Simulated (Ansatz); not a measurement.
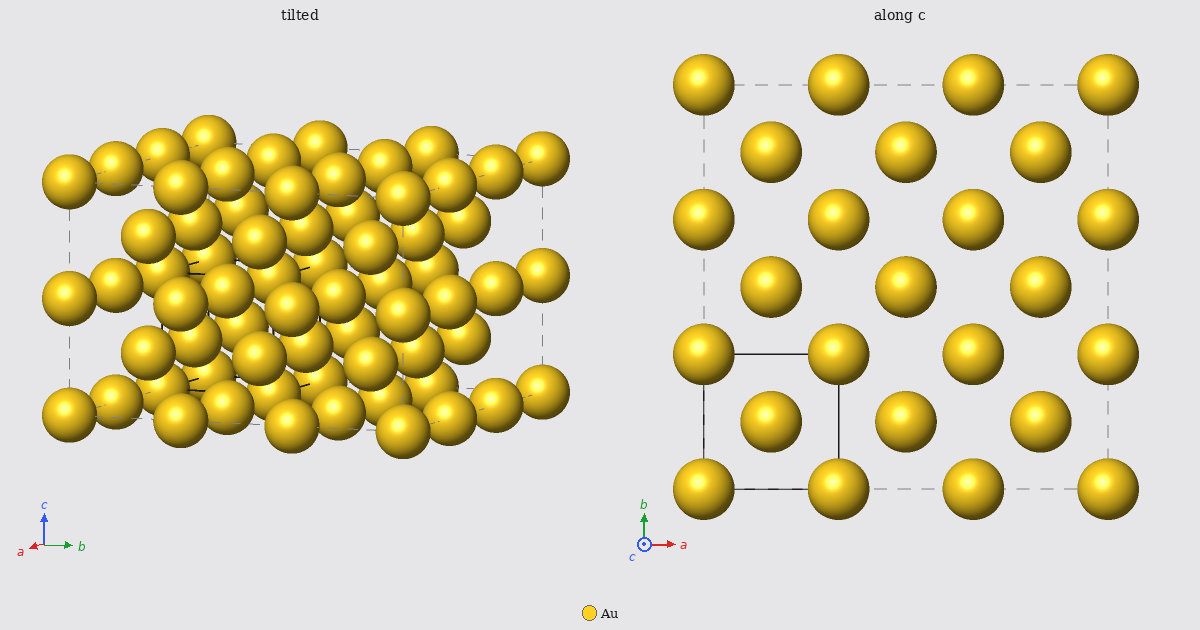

View slightly off an axis and along the c axis, drawn as a spheres-only model. The solid box is one conventional unit cell, and 3×3×2 cells are shown.

What does the picture show?

- The element is gold.
- It belongs to space group I4/mmm (No. 139) and has a body-centred tetragonal lattice.
- The cell holds two atoms.

Its origin is a structure listed in the Materials Project. The cell was then strained or its atoms displaced on purpose. It went into a calculation with Ansatz.
